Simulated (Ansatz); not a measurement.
# Does disorder add resistance in series? Ag(111) layers with 50 % Ir

Two lengths of the disordered region are known. What area resistance does the third give?

**Method.** Ansatz 0.2.0, plane waves with PAW datasets at their recommended cutoffs (420 eV for most), Fermi-Dirac smearing; ballistic transmission by layer matching. The area resistance is RA = A (h/2e²)(1/T − 1/N), with T the zone-mean transmission per spin and N the lead's channels, both averaged over a few energies near the Fermi level; for magnets each spin is taken apart, with h/e², and the two conduct in parallel. Lateral cell 2x2, PBE, a fresh random draw for each length.

The runs, with one result withheld:

| length (Å) | channels N | RA (fΩ m²) |
| --- | --- | --- |
| 9.44 | 3.245 | 1.97 |
| 18.9 | 3.266 | 3.95 |
| 28.3 | 3.266 | ? |

Worked fit:

Ohm's law makes RA linear in the length: the slope is (3.95 − 1.97)/(18.9 − 9.44) = 0.210 fΩ m² per Å, or 210 µΩ cm. Then 3.95 + 0.210 × 9.44. Predicted: 5.93 fΩ m².

**The withheld run.**

4.82 fΩ m², so the prediction is 23 % too high. The three lengths together give 151 µΩ cm. Single draws scatter; these runs don't part the causes of the miss, and leave the question open.

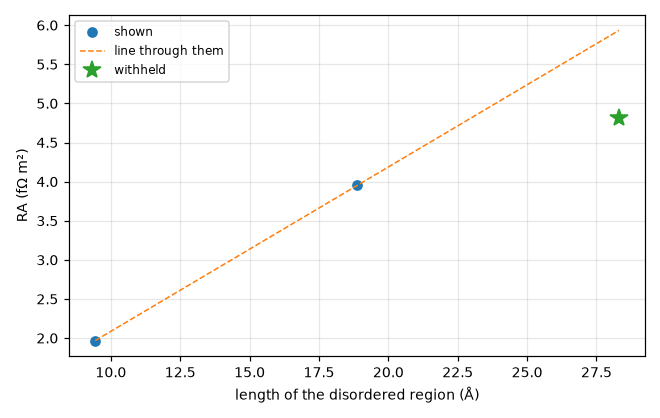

Area resistance against length.

**Limits.** The scatterers repeat sideways with the small cell. The slope is a raw one; a model of isotropic scattering puts it 1.00 times the bulk value over these lengths. Atoms sit unrelaxed on the host's lattice, and the pair may not mix at random in practice. Spin-orbit coupling is left out, which matters for Ir.
